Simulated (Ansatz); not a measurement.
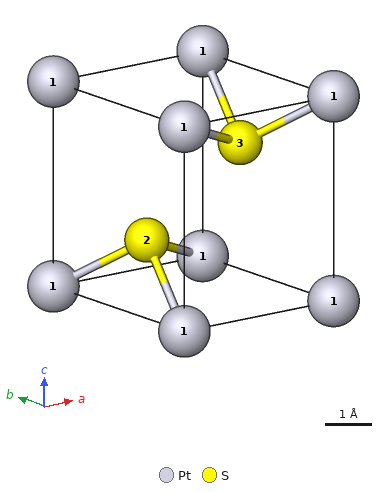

The starting structure (ball-and-stick view of the cell of the calculation, seen at an oblique angle; atoms are numbered from 1 in the order of the input). An atom can appear more than once, as a periodic image.

**Run report: PtS₂, geometry relaxation (part 1 of 2)**

The run: geometry relaxation of PtS₂ (3 atoms in the cell). Method and program: DFT PBE+D3(BJ), scalar-relativistic, plane waves, PAW, PAW set soft_1, no spin polarisation (Ansatz 0.2.0).

The structure derives from an entry of the Crystallography Open Database. Figures and captions count atoms from 1; the log counts them from 0 in places.

What the program printed
```
Engine: ansatz 0.2.0, aarch64-unknown-linux-gnu
Pseudopotentials: kind: paw
Pseudopotential: Pt, paw, valence charge 18, recommended cutoff 420 eV (normal), [file]
Pseudopotential: S, paw, valence charge 6, recommended cutoff 420 eV (normal), [file]
Functional definition: PBE
  parameter kappa = 0.804
  parameter beta = 0.06672455060314922
  exchange = pbe_x(kappa = kappa, mu = beta*pi^2/3)
  correlation = pbe_c(beta = beta)
Crystal: 3 atoms, lattice volume = 54.783 Å³
Basis set: ecut = 420 eV, 1043 PW (Γ), exchange–correlation on 48×48×72 points (8 copies of the dense FFT grid, shifted against one another)
Bands: 19, of which v1, the nominal top of the filled ones, is band 15 counted from 1 (14 counted from 0)
Symmetry: 12 space group operations
Space group: P-3m1 (ITA 164), of the structure as read, at distance tolerance 3.8e-5 Å
k-points: 131 of 1152
Non-local potential: Pt, projectors of the file, l = 0: 3, l = 1: 2, l = 2: 2, l = 3: 1
Non-local potential: S, projectors of the file, l = 0: 2, l = 1: 2, l = 2: 1
PAW form: soft (Blöchl's): semilocal exchange-correlation on the pseudo side does not see the compensation charge
PAW one-centre angular grid: Pt, 590 points (default); XC on 64 Gauss nodes
PAW one-centre angular grid: S, 110 points (default); XC on 64 Gauss nodes
Initial density: superposition of atomic densities (chi_scale 0.1, normalization cell, long waves kept (reshape's long-wave potential 0.02 eV rms))
Initial wavefunctions: pseudopotential atomic-orbital guess
Functional: x = pbe(κ = 0.804, μ = 0.2195149727645171), c = pbe(β = 0.06672455060314922)
SCF iter   1: F=—  HF=-14331.651053 eV  |F-HF|=—  |Δ(HF+E_count)|=         —  Δρ=7.71e-2  dr2=2.84e0  ethr=3.10e-3  ⟨swp⟩=6.6  Hψ=14077  notcnv=0
preconditioner: auto → Resta (q_TF=auto, 2.468 Å⁻¹)  ε∞=7.1  [insulator: Δε(μ)=0.988 eV  Ē_g=9.495 eV  σ=0.020 eV  W_gap=1.00  n_scr=20 (ndim 8)  ℏωp=23.5 eV  f_vac=0.002  D(μ)=0.00/eV (n_scr^D=0)  ε∞_Penn≈7.1]
SCF iter   2: F=—  HF=-14331.217906 eV  |F-HF|=—  |Δ(HF+E_count)|=   4.33e-1  Δρ=3.61e-2  dr2=5.57e-1  ethr=3.10e-3  ⟨swp⟩=2.9  Hψ=5050  notcnv=0
SCF iter   3: F=—  HF=-14331.125391 eV  |F-HF|=—  |Δ(HF+E_count)|=   9.25e-2  Δρ=5.15e-3  dr2=9.28e-3  ethr=1.86e-3  ⟨swp⟩=2.8  Hψ=4063  notcnv=0
SCF iter   4: F=—  HF=-14331.126411 eV  |F-HF|=—  |Δ(HF+E_count)|=   1.02e-3  Δρ=7.83e-4  dr2=4.41e-4  ethr=3.09e-5  ⟨swp⟩=2.1  Hψ=5086  notcnv=0
SCF iter   5: F=—  HF=-14331.126741 eV  |F-HF|=—  |Δ(HF+E_count)|=   3.30e-4  Δρ=2.35e-4  dr2=3.32e-5  ethr=1.47e-6  ⟨swp⟩=2.0  Hψ=4391  notcnv=0
SCF iter   6: F=—  HF=-14331.126782 eV  |F-HF|=—  |Δ(HF+E_count)|=   4.06e-5  Δρ=5.12e-5  dr2=1.58e-6  ethr=1.11e-7  ⟨swp⟩=2.0  Hψ=3781  notcnv=0
SCF iter   7: F=-14331.126785 eV  HF=-14331.126785 eV  |F-HF|=9.44e-8  |Δ(HF+E_count)|=   3.16e-6  Δρ=1.01e-5  dr2=6.87e-8  ethr=3.33e-10  ⟨swp⟩=8.2  Hψ=13754  notcnv=0
SCF 1 converged in 7 iterations: F = -14331.126785 eV  dr2 = 6.87e-8
  greatest PAW one-centre occupation: 1.000 electrons in one spin orbital (limit 2), on the Pt atom at site 0 (counted from 0), in its partial waves of l = 0
relax step   1: F+E_penalty+E_count = -14331.12678484 eV  Δ(F+E_penalty+E_count) = +0.000e0 eV  max|allowed force component| = 3.013e-1 eV/Å  Δτ_max = 0.0000 Å  P = -1.466 GPa  Ω = 54.783 Å³  (7 SCF iters, dr2 threshold 1.00e-7 eV, accepted)
Crystal: 3 atoms, lattice volume = 54.463 Å³
Basis set: ecut = 420 eV, 1055 PW (Γ), exchange–correlation on 48×48×72 points (8 copies of the dense FFT grid, shifted against one another)
Initial density: handed on by an earlier stage of this run
Initial wavefunctions: those handed on with the density
iter 1 solved again at ethr=1.65e-5 eV; its pass at ethr=3.10e-3 eV (dr2=4.96e-3 eV) is discarded
SCF iter   1: F=—  HF=-14331.145808 eV  |F-HF|=—  |Δ(HF+E_count)|=         —  Δρ=3.89e-3  dr2=5.46e-3  ethr=1.65e-5  ⟨swp⟩=2.7  Hψ=18004  notcnv=0
preconditioner: auto → Resta (q_TF=auto, 2.470 Å⁻¹)  ε∞=7.1  [insulator: Δε(μ)=0.492 eV  Ē_g=9.592 eV  σ=0.020 eV  W_gap=1.00  n_scr=20 (ndim 8)  ℏωp=23.6 eV  f_vac=0.010  D(μ)=0.00/eV (n_scr^D=0)  ε∞_Penn≈7.1]
SCF iter   2: F=—  HF=-14331.145291 eV  |F-HF|=—  |Δ(HF+E_count)|=   5.17e-4  Δρ=2.08e-3  dr2=1.63e-3  ethr=1.65e-5  ⟨swp⟩=1.0  Hψ=2489  notcnv=0
SCF iter   3: F=—  HF=-14331.145158 eV  |F-HF|=—  |Δ(HF+E_count)|=   1.33e-4  Δρ=2.73e-4  dr2=3.66e-5  ethr=5.44e-6  ⟨swp⟩=2.1  Hψ=3683  notcnv=0
SCF iter   4: F=—  HF=-14331.145152 eV  |F-HF|=—  |Δ(HF+E_count)|=   6.03e-6  Δρ=6.43e-5  dr2=6.37e-6  ethr=1.22e-7  ⟨swp⟩=2.0  Hψ=3915  notcnv=0
SCF iter   5: F=—  HF=-14331.145152 eV  |F-HF|=—  |Δ(HF+E_count)|=   4.98e-7  Δρ=2.46e-5  dr2=6.50e-7  ethr=2.12e-8  ⟨swp⟩=2.2  Hψ=3560  notcnv=0
SCF iter   6: F=-14331.145152 eV  HF=-14331.145152 eV  |F-HF|=2.66e-9  |Δ(HF+E_count)|=   3.81e-7  Δρ=6.84e-6  dr2=3.57e-8  ethr=1.00e-9  ⟨swp⟩=7.0  Hψ=12518  notcnv=0
SCF 2 converged in 6 iterations: F = -14331.145152 eV  dr2 = 3.57e-8
relax step   2: F+E_penalty+E_count = -14331.14515243 eV  Δ(F+E_penalty+E_count) = -1.837e-2 eV  max|allowed force component| = 1.443e-1 eV/Å  Δτ_max = 0.0230 Å  P = -0.583 GPa  Ω = 54.463 Å³  energy of the carried Pulay correction = +9.014e-5 eV  (6 SCF iters, dr2 threshold 3.00e-7 eV, accepted)
Crystal: 3 atoms, lattice volume = 52.671 Å³
Basis set: ecut = 420 eV, 1005 PW (Γ), exchange–correlation on 48×48×72 points (8 copies of the dense FFT grid, shifted against one another)
iter 1 solved again at ethr=1.16e-5 eV; its pass at ethr=3.10e-3 eV (dr2=3.47e-3 eV) is discarded
SCF iter   1: F=—  HF=-14331.157478 eV  |F-HF|=—  |Δ(HF+E_count)|=         —  Δρ=3.57e-3  dr2=3.20e-3  ethr=1.16e-5  ⟨swp⟩=2.8  Hψ=18094  notcnv=0
preconditioner: auto → Resta (q_TF=auto, 2.484 Å⁻¹)  ε∞=7.2  [insulator: Δε(μ)=0.236 eV  Ē_g=9.655 eV  σ=0.020 eV  W_gap=1.00  n_scr=20 (ndim 8)  ℏωp=24.0 eV  f_vac=0.004  D(μ)=0.00/eV (n_scr^D=0)  ε∞_Penn≈7.2]
SCF iter   2: F=—  HF=-14331.157313 eV  |F-HF|=—  |Δ(HF+E_count)|=   1.66e-4  Δρ=2.00e-3  dr2=1.04e-3  ethr=1.07e-5  ⟨swp⟩=1.0  Hψ=2489  notcnv=0
SCF iter   3: F=—  HF=-14331.157289 eV  |F-HF|=—  |Δ(HF+E_count)|=   2.33e-5  Δρ=1.46e-4  dr2=9.50e-6  ethr=3.47e-6  ⟨swp⟩=2.3  Hψ=3964  notcnv=0
SCF iter   4: F=—  HF=-14331.157269 eV  |F-HF|=—  |Δ(HF+E_count)|=   2.10e-5  Δρ=2.73e-5  dr2=3.24e-7  ethr=3.17e-8  ⟨swp⟩=2.6  Hψ=4475  notcnv=0
iter 5 did not close the SCF: its close was put off for the readings that it lacked (scf_convergence_deferred on its scf_iter line)
SCF iter   5: F=-14331.157269 eV  HF=-14331.157269 eV  |F-HF|=1.43e-8  |Δ(HF+E_count)|=   1.42e-7  Δρ=9.43e-6  dr2=4.53e-8  ethr=1.08e-9  ⟨swp⟩=2.8  Hψ=4712  notcnv=0
SCF iter   6: F=-14331.157269 eV  HF=-14331.157269 eV  |F-HF|=5.74e-9  |Δ(HF+E_count)|=   2.59e-8  Δρ=2.70e-6  dr2=4.84e-9  ethr=1.51e-10  ⟨swp⟩=2.5  Hψ=8798  notcnv=0
SCF 3 converged in 6 iterations: F = -14331.157269 eV  dr2 = 4.84e-9
relax step   3: F+E_penalty+E_count = -14331.15726871 eV  Δ(F+E_penalty+E_count) = -1.212e-2 eV  max|allowed force component| = 1.107e-1 eV/Å  Δτ_max = 0.0394 Å  P = +0.384 GPa  Ω = 52.671 Å³  energy of the carried Pulay correction = +6.042e-4 eV  (6 SCF iters, dr2 threshold 3.00e-7 eV, accepted)
Crystal: 3 atoms, lattice volume = 51.526 Å³
Basis set: ecut = 420 eV, 993 PW (Γ), exchange–correlation on 48×48×72 points (8 copies of the dense FFT grid, shifted against one another)
iter 1 solved again at ethr=5.69e-6 eV; its pass at ethr=3.10e-3 eV (dr2=1.71e-3 eV) is discarded
SCF iter   1: F=—  HF=-14331.160116 eV  |F-HF|=—  |Δ(HF+E_count)|=         —  Δρ=2.75e-3  dr2=1.58e-3  ethr=5.69e-6  ⟨swp⟩=3.4  Hψ=18298  notcnv=0
preconditioner: auto → Resta (q_TF=auto, 2.493 Å⁻¹)  ε∞=7.3  [insulator: Δε(μ)=0.245 eV  Ē_g=9.674 eV  σ=0.020 eV  W_gap=0.54  n_scr=20 (ndim 8)  ℏωp=24.3 eV  f_vac=0.002  D(μ)=0.18/eV (n_scr^D=0)  ε∞_Penn≈7.3]
SCF iter   2: F=—  HF=-14331.160036 eV  |F-HF|=—  |Δ(HF+E_count)|=   7.94e-5  Δρ=1.54e-3  dr2=5.21e-4  ethr=5.25e-6  ⟨swp⟩=1.0  Hψ=2489  notcnv=0
preconditioner: auto → Kerker (q_TF=auto, 2.493 Å⁻¹)  [metal: Δε(μ)=0.024 eV  Ē_g=9.675 eV  σ=0.020 eV  W_gap=0.49  n_scr=20 (ndim 8)  ℏωp=24.3 eV  f_vac=0.002  D(μ)=0.17/eV (n_scr^D=0)]
SCF iter   3: F=—  HF=-14331.160020 eV  |F-HF|=—  |Δ(HF+E_count)|=   1.63e-5  Δρ=1.51e-4  dr2=1.17e-5  ethr=1.74e-6  ⟨swp⟩=2.4  Hψ=3852  notcnv=0
SCF iter   4: F=—  HF=-14331.160006 eV  |F-HF|=—  |Δ(HF+E_count)|=   1.40e-5  Δρ=5.38e-5  dr2=2.20e-6  ethr=3.89e-8  ⟨swp⟩=2.4  Hψ=4392  notcnv=0
iter 5 did not close the SCF: its close was put off for the readings that it lacked (scf_convergence_deferred on its scf_iter line)
SCF iter   5: F=-14331.160006 eV  HF=-14331.160006 eV  |F-HF|=6.97e-8  |Δ(HF+E_count)|=   3.34e-7  Δρ=1.62e-5  dr2=1.57e-7  ethr=7.34e-9  ⟨swp⟩=2.1  Hψ=3615  notcnv=0
SCF iter   6: F=-14331.160006 eV  HF=-14331.160006 eV  |F-HF|=7.44e-9  |Δ(HF+E_count)|=   9.40e-8  Δρ=3.99e-6  dr2=1.18e-8  ethr=5.22e-10  ⟨swp⟩=3.2  Hψ=9962  notcnv=0
SCF 4 converged in 6 iterations: F = -14331.160006 eV  dr2 = 1.18e-8
relax step   4: F+E_penalty+E_count = -14331.16000642 eV  Δ(F+E_penalty+E_count) = -2.738e-3 eV  max|allowed force component| = 3.079e-2 eV/Å  Δτ_max = 0.0316 Å  P = +0.453 GPa  Ω = 51.526 Å³  energy of the carried Pulay correction = +9.420e-4 eV  (6 SCF iters, dr2 threshold 3.00e-7 eV, accepted)
Crystal: 3 atoms, lattice volume = 51.849 Å³
iter 1 solved again at ethr=4.52e-7 eV; its pass at ethr=3.10e-3 eV (dr2=1.36e-4 eV) is discarded
SCF iter   1: F=—  HF=-14331.160270 eV  |F-HF|=—  |Δ(HF+E_count)|=         —  Δρ=5.49e-4  dr2=1.22e-4  ethr=4.52e-7  ⟨swp⟩=3.0  Hψ=16358  notcnv=0
preconditioner: auto → Resta (q_TF=auto, 2.491 Å⁻¹)  ε∞=7.3  [insulator: Δε(μ)=0.052 eV  Ē_g=9.654 eV  σ=0.020 eV  W_gap=0.91  n_scr=20 (ndim 8)  ℏωp=24.2 eV  f_vac=0.003  D(μ)=0.04/eV (n_scr^D=0)  ε∞_Penn≈7.3]
SCF iter   2: F=—  HF=-14331.160244 eV  |F-HF|=—  |Δ(HF+E_count)|=   2.55e-5  Δρ=3.10e-4  dr2=3.93e-5  ethr=4.07e-7  ⟨swp⟩=1.0  Hψ=2489  notcnv=0
iter 3 did not close the SCF: its close was put off for the readings that it lacked (scf_convergence_deferred on its scf_iter line)
SCF iter   3: F=-14331.160242 eV  HF=-14331.160242 eV  |F-HF|=1.04e-8  |Δ(HF+E_count)|=   1.69e-6  Δρ=2.65e-5  dr2=2.54e-7  ethr=1.31e-7  ⟨swp⟩=2.4  Hψ=3492  notcnv=0
iter 4 did not close the SCF: its close was put off for the readings that it lacked (scf_convergence_deferred on its scf_iter line)
SCF iter   4: F=-14331.160243 eV  HF=-14331.160243 eV  |F-HF|=1.31e-8  |Δ(HF+E_count)|=   1.51e-7  Δρ=6.96e-6  dr2=2.96e-8  ethr=8.45e-10  ⟨swp⟩=2.1  Hψ=4385  notcnv=0
iter 5 did not close the SCF: its close was put off for the readings that it lacked (scf_convergence_deferred on its scf_iter line)
SCF iter   5: F=-14331.160243 eV  HF=-14331.160243 eV  |F-HF|=1.65e-9  |Δ(HF+E_count)|=   3.32e-9  Δρ=2.57e-6  dr2=3.81e-9  ethr=9.86e-11  ⟨swp⟩=2.4  Hψ=4133  notcnv=0
SCF iter   6: F=-14331.160243 eV  HF=-14331.160243 eV  |F-HF|=8.00e-11  |Δ(HF+E_count)|=  2.96e-10  Δρ=7.08e-7  dr2=2.71e-10  ethr=1.27e-11  ⟨swp⟩=1.5  Hψ=7344  notcnv=0
SCF 5 converged in 6 iterations: F = -14331.160243 eV  dr2 = 2.71e-10
relax step   5: F+E_penalty+E_count = -14331.16024253 eV  Δ(F+E_penalty+E_count) = -2.361e-4 eV  max|allowed force component| = 3.079e-3 eV/Å  Δτ_max = 0.0040 Å  P = -0.025 GPa  Ω = 51.849 Å³  energy of the carried Pulay correction = +8.459e-4 eV  (6 SCF iters, dr2 threshold 3.00e-7 eV, accepted)
Basis set: ecut = 420 eV, 993 PW (Γ), exchange–correlation on 48×48×64 points (8 copies of the dense FFT grid, shifted against one another)
Initial wavefunctions: pseudopotential atomic-orbital guess (no wavefunctions were taken with the density)
iter 1 solved again at ethr=4.30e-7 eV; its pass at ethr=3.10e-3 eV (dr2=1.29e-4 eV) is discarded
SCF iter   1: F=—  HF=-14331.159461 eV  |F-HF|=—  |Δ(HF+E_count)|=         —  Δρ=1.96e-4  dr2=1.64e-6  ethr=4.30e-7  ⟨swp⟩=3.7  Hψ=21364  notcnv=0
preconditioner: auto → Resta (q_TF=auto, 2.491 Å⁻¹)  ε∞=7.3  [insulator: Δε(μ)=0.055 eV  Ē_g=9.653 eV  σ=0.020 eV  W_gap=0.93  n_scr=20 (ndim 8)  ℏωp=24.2 eV  f_vac=0.002  D(μ)=0.04/eV (n_scr^D=0)  ε∞_Penn≈7.3]
SCF iter   2: F=—  HF=-14331.159516 eV  |F-HF|=—  |Δ(HF+E_count)|=   5.55e-5  Δρ=1.00e-4  dr2=3.90e-7  ethr=5.47e-9  ⟨swp⟩=2.6  Hψ=4383  notcnv=0
SCF iter   3: F=—  HF=-14331.159545 eV  |F-HF|=—  |Δ(HF+E_count)|=   2.88e-5  Δρ=7.92e-6  dr2=5.92e-9  ethr=1.30e-9  ⟨swp⟩=2.5  Hψ=4601  notcnv=0
SCF iter   4: F=—  HF=-14331.159545 eV  |F-HF|=—  |Δ(HF+E_count)|=   1.21e-7  Δρ=1.33e-6  dr2=4.32e-10  ethr=1.97e-11  ⟨swp⟩=2.6  Hψ=4535  notcnv=0
iter 5 did not close the SCF: its close was put off for the readings that it lacked (scf_convergence_deferred on its scf_iter line)
SCF iter   5: F=-14331.159545 eV  HF=-14331.159545 eV  |F-HF|=3.64e-12  |Δ(HF+E_count)|=  2.11e-10  Δρ=1.24e-7  dr2=8.26e-12  ethr=1.44e-12  ⟨swp⟩=2.6  Hψ=4412  notcnv=0
SCF iter   6: F=-14331.159545 eV  HF=-14331.159545 eV  |F-HF|=9.09e-12  |Δ(HF+E_count)|=  9.09e-12  Δρ=2.48e-8  dr2=5.25e-13  ethr=1.00e-12  ⟨swp⟩=5.2  Hψ=11944  notcnv=0
SCF 6 converged in 6 iterations: F = -14331.159545 eV  dr2 = 5.25e-13
relax step   6: F+E_penalty+E_count = -14331.15954512 eV  Δ(F+E_penalty+E_count) = +6.974e-4 eV  max|allowed force component| = 2.959e-3 eV/Å  Δτ_max = 0.0000 Å  P = -0.024 GPa  Ω = 51.849 Å³  stress off target by 2.53e-2 GPa  SCF on the basis re-selected at this cell (its energy is not comparable with the rows above)  (6 SCF iters)
```
